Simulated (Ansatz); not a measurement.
Cell and atoms:

```
CELL_PARAMETERS angstrom
4.40317 0.00000 0.00000
0.00000 0.00000 -4.40317
0.00000 4.40317 0.00000
ATOMIC_POSITIONS crystal
N 0.79542 0.72729 0.25000
N 0.29542 0.72729 0.75000
Al 0.50000 0.50000 0.00000
N 0.29542 0.22729 0.25000
N 0.79542 0.22729 0.75000
Al 0.00000 0.50000 0.50000
Al 0.00000 0.00000 0.00000
Al 0.50000 0.00000 0.50000
```

**Before looking at a picture, describe the arrangement of atoms.**

The stoichiometry is AlN. There is no symmetry operation other than the lattice translations (P1). It is a distorted form of a face-centred cubic structure, space group F-43m (No. 216) within 0.45 Å: zinc blende (sphalerite type). With Z = 4, the cell contains 4 Al, 4 N. About every N there are four Al in a distorted tetrahedral arrangement at 1.74 to 2.08 Å. Each Al atom is coordinated by four N in a distorted tetrahedral arrangement at 1.74 to 2.08 Å. The bonds build a three-dimensional framework.

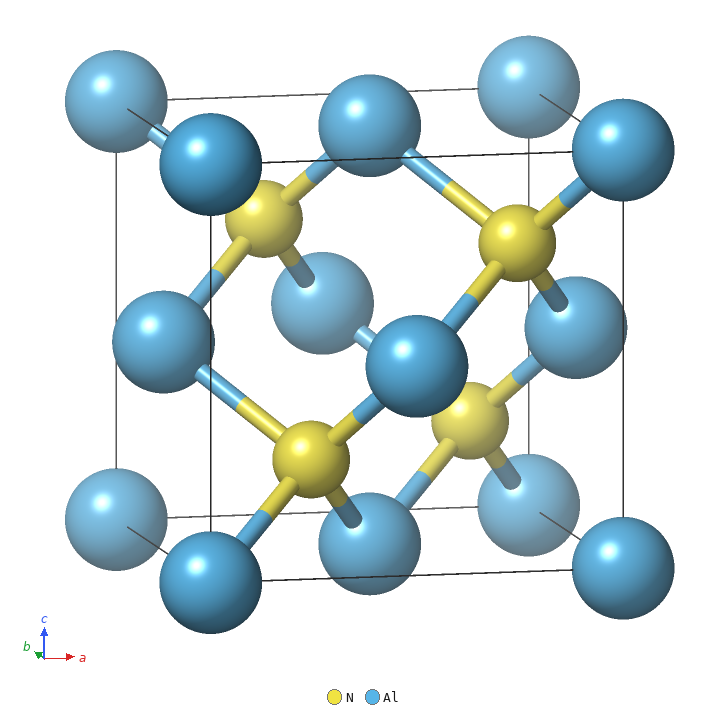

Structure drawing (ball-and-stick), viewed slightly off an axis. The drawn cell (a repeat of the simulation cell) is outlined; an atom on or near a face, edge or corner is repeated at each equivalent position.

Provenance: a structure listed in the Materials Project. The cell was then strained or its atoms displaced on purpose. Ansatz was used for an electronic-structure calculation on it.

At this level of theory the run's own cell isn't at rest (compressed, at 6 GPa and forces up to 2.7 eV/Å), so its distances can differ from those at equilibrium, the more so the softer the solid.
